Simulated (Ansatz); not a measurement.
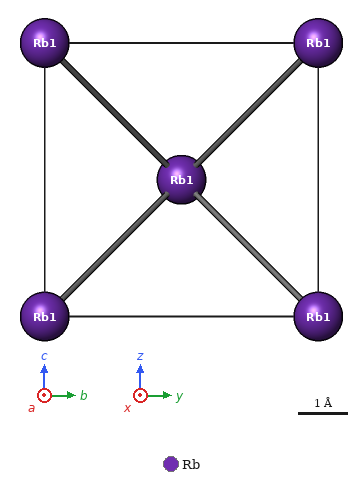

A scan of a crystal of Rb (Im-3m): the cell is strained in shear in the yz plane, with the atoms kept at their fractional coordinates. x, y and z are the Cartesian axes of the input. The picture shows the reference cell. Style: ball-and-stick. Shown: the conventional cell (2 times the calculation's cell), along the a axis. Lengths and directions refer to the drawn axes.

Method: DFT LDA, scalar-relativistic, plane waves, PAW (Ansatz 0.2.0). Set-up: plane-wave cutoff 420 eV; k-point mesh 12 × 12 × 12; occupations gaussian; smearing width 0.15 eV; no spin polarisation. Energies (free energies at the smearing named) are counted from the cell as listed in its source, which wasn't relaxed.

The input:
```yaml
crystal:
  lattice:
    - [-2.806, 2.806, 2.806]
    - [2.806, -2.806, 2.806]
    - [2.806, 2.806, -2.806]
  atoms:
    - { symbol: Rb, position: [0.0, 0.0, 0.0] }
basis:
  ecutwfc: 420
kpoints:
  mp_grid: { grid: [12, 12, 12] }
hamiltonian:
  xc: lda
scf:
  occupations: { method: gaussian, width: 0.15 }
output:
  forces: true
  stress: true
  eigenvalues: true
```

Run as
```bash
ansatz run input.yaml --threads 1 --pin off --max-ram 1228MiB --backend cpu --events-out ev --progress --plain --runs-dir out
```

> Predict the energy profile (the strain: −0.1500, −0.1125, −0.0750, −0.0375, 0.0000, 0.0187, 0.0375, 0.0562, 0.0750, 0.0937, 0.1125, 0.1312, 0.1500).

```
engineering shear strain  energy change (meV/atom)
                 −0.1500                       9.2
                 −0.1125                       5.1
                 −0.0750                       2.3
                 −0.0375                       0.6
                  0.0000                       0.0
                  0.0187                       0.1
                  0.0375                       0.6
                  0.0562                       1.3
                  0.0750                       2.3
                  0.0937                       3.5
                  0.1125                       5.1
                  0.1312                       7.0
                  0.1500                       9.2
```

Points that are alike by symmetry were computed once.

Of the computed points the lowest is at the strain 0.00, 0.0 meV/atom. The end points stand at 9.2 meV/atom (−0.15) and 9.2 meV/atom (0.15). The distortion takes the space group from Im-3m to Fmmm. At the strain −0.15 the cell of the drawing goes b 5.612 → 5.628 Å, c 5.612 → 5.628 Å, α 90.0° → 98.6°.

As a plot (hollow markers are points alike by symmetry):

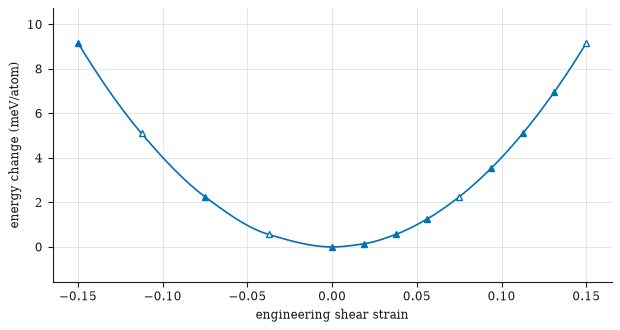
